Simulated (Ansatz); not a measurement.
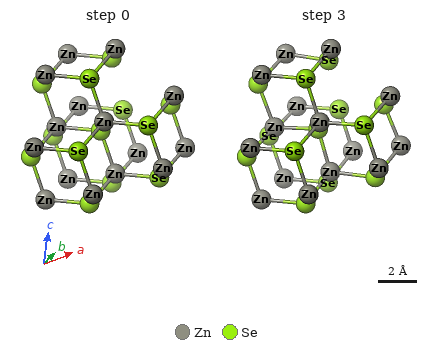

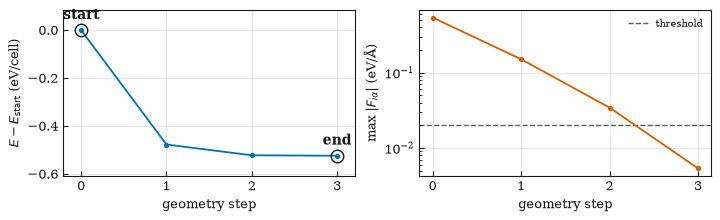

First and last geometry of a relaxation of a defect cell of composition Zn₂₆Se₂₇ (cell charge −2), with the history of the run. A ball-and-stick model of the atoms within 5.0 Å of the atom that moves most (axes of the cell of the calculation), seen slightly off an axis.

Case: Zn on a Zn site beside a Zn vacancy, charge -2, atoms relaxed.

The calculation used DFT PBE, scalar-relativistic, plane waves, PAW (Ansatz 0.2.0). Set-up: plane-wave cutoff 420 eV; k-point mesh 2 × 2 × 2; occupations gaussian; smearing width 0.02 eV; no spin polarisation; atoms relaxed in a fixed cell; force threshold 0.02 eV/Å; at most 60 steps.

Did the run converge, and what did it change?

It converged. Over 3 geometry steps the energy falls by 0.524 eV per cell of the calculation. The largest force component goes from 0.54 to 0.0054 eV/Å. The largest moves, 0.15 Å, are those of Se atoms. Largest moves by element: Se 0.15 Å, Zn 0.12 Å. The lattice vectors keep their values. Among the contacts that change: Se–Zn 2.482 → 2.420 Å, Se–Zn 2.482 → 2.523 Å, Se–Zn 2.482 → 2.497 Å. Bond angles that change, for instance: Se–Zn–Se 109.5° → 116.1°, Zn–Se–Zn 109.5° → 105.4°, Se–Zn–Se 109.5° → 105.8°.

Limits of the set-up: the cell is charged, on a uniform background, and energies carry no finite-size correction.
